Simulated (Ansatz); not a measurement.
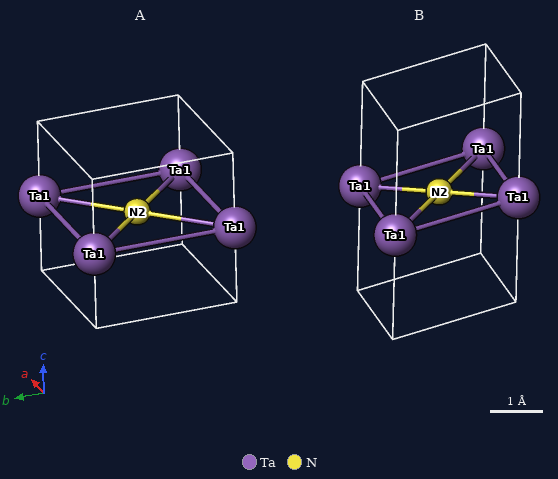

Two geometries of solid TaN (a generated structure, set up in C2/m) (coarse preliminary run), drawn at one scale. One is the start of a relaxation, the other its converged end. Style: ball-and-stick. Shown: the cell of the calculation, from a free direction.

All numbers below come from DFT PBE, scalar-relativistic, plane waves, PAW (Ansatz). Set-up: plane-wave cutoff 420 eV; k-point mesh 6 × 6 × 4; occupations gaussian; smearing width 0.1 eV; no spin polarisation; cell and atoms relaxed; force threshold 0.04 eV/Å; at most 70 steps.

Question: Which of the two is the end point?

Answer: Structure A is the relaxed one. No atom moves by more than 0.005 Å relative to the cell. The volume changes by −14.8 %, with a = b 2.738 → 2.954 Å (+7.9 %), c 4.558 → 3.218 Å (−29.4 %), α 95.1° → 90.0°, β 95.1° → 90.0°, γ 103.0° → 90.0°. Among the contacts that change: Ta1–Ta1 4.558 → 3.218 Å, Ta1–N2 1.705 → 2.088 Å, Ta1–Ta1 (another image) 2.738 → 2.954 Å, Ta1–N2 (another image) 2.143 → 2.090 Å. The space group (tolerance 0.01 Å) goes from C2/m (No. 12) to P4/mmm (No. 123). The energy falls by 2741 meV per atom in 11 accepted moves (13 points after the start). All forces vanish by symmetry, so only the cell relaxes. Pressure: 95.40 GPa at the start and 0.10 GPa at the end. The SCF was repeated twice at an unchanged geometry on a basis and grid sized afresh for the cell, which shifted the energy by 27.0 meV per atom at most.

Limits of the set-up: the k-point mesh is coarse for a cell with partly filled bands; layers or molecules are held without a dispersion correction, so their spacing is unreliable.
